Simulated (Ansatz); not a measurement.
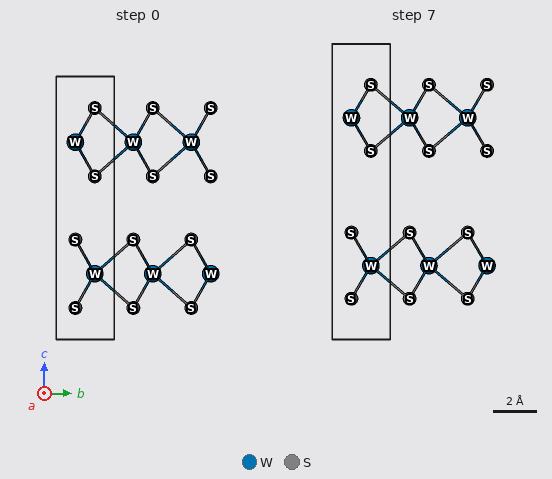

The structure of a crystal of WS₂ (set up in P6_3/mmc) (coarse preliminary run) before (left) and after (right) a relaxation, at one scale.

A ball-and-stick model of the cell of the calculation, repeated 1 × 3 × 1 with one cell outlined, seen along the a axis.

The calculation used DFT PBE, scalar-relativistic, plane waves, PAW (Ansatz).

Input
```yaml
crystal:
  lattice:
    - [3.1799996605, 0.0, 0.0]
    - [-1.5899998303, 2.75396049, 0.0]
    - [0.0, 0.0, 12.5]
  atoms:
    - { symbol: W, position: [0.3333333333, 0.6666666667, 0.25] }
    - { symbol: W, position: [0.6666666667, 0.3333333333, 0.75] }
    - { symbol: S, position: [0.3333333333, 0.6666666667, 0.62] }
    - { symbol: S, position: [0.6666666667, 0.3333333333, 0.12] }
    - { symbol: S, position: [0.3333333333, 0.6666666667, 0.88] }
    - { symbol: S, position: [0.6666666667, 0.3333333333, 0.38] }
basis:
  ecutwfc: 420
kpoints:
  mp_grid: { grid: [6, 6, 2] }
hamiltonian:
  xc: pbe
scf:
  occupations: { method: gaussian, width: 0.1 }
output:
  forces: true
  stress: true
  eigenvalues: true
relax:
  adjacent_minimum: "off"
  f_tol: 0.05
  max_steps: 80
  cell: { stress_tol: 0.5 }
```

Launched with:
```bash
ansatz run input.yaml --threads 2 --pin off --max-ram 5120MiB --backend cpu --events-out ev --progress --plain --runs-dir out
```

### Summarise the run.

The largest moves relative to the cell, 0.25 Å, are those of S3, S4, S5 and S6. S4 goes along +c. W stays in place. The volume changes by +12.9 %, with a = b 3.180 → 3.188 Å (+0.3 %), c 12.500 → 14.044 Å (+12.4 %). Near-neighbour distances that change, for instance: W1–S4 2.452 → 2.420 Å, W1–W1 3.180 → 3.188 Å. Among the angles between lasting bonds that change: S3–W2–S5 83.0° → 81.0°. The space group stays P6_3/mmc (No. 194). The energy falls by 32.9 meV per atom in 5 accepted moves (7 points after the start). The largest force component goes from 1.1 to 0.0031 eV/Å. The pressure goes from −3.68 to 0.05 GPa. The line search rejected the trial step at point 1 of the run. At 1 point the geometry stayed and the basis and grid were re-selected for the new cell (energy shift of 0.8 meV per atom at most each time). Cost: 13 s on 2 threads of Arm Neoverse V1 (shared host), peak memory 0.41 GiB.

Limits of the set-up: layers or molecules are held without a dispersion correction, so their spacing is unreliable.
